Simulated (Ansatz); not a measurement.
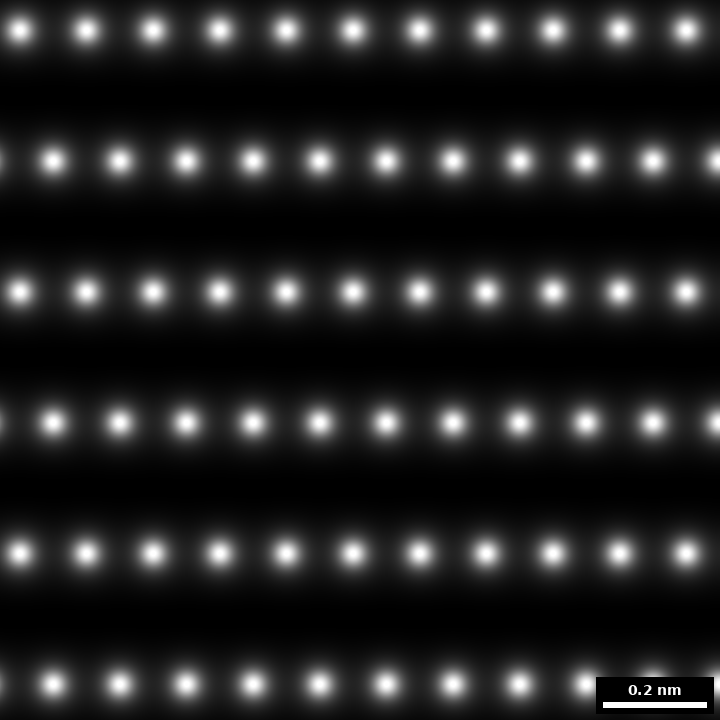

Projected-potential map of a crystal. Computed as the sum of neutral-atom potentials (tabulated electron scattering factors, B = 0.5 Å²) projected along the beam and smoothed by 0.25 Å; brighter is more positive.

Q: Measure the repeat of the pattern.

A: The pattern repeats on a centred rectangular net of 1.3 × 5.1 Å.

Q: What is the plane group of the image?

A: c2mm: perpendicular mirror lines on a centred net, with further twofold points between them.

Q: How many columns does the smallest repeating cell hold, and how many levels of brightness?

A: 1 column in the primitive cell of 3.3 Å², all of one brightness.

The crystal is W (I4_1/amd, No. 141) seen along [201]. Structure: the end point of a relaxation with Ansatz 0.2.0, DFT r2SCAN, scalar-relativistic, plane waves, PAW; the starting structure was generated, so it need not be a known form of this composition.
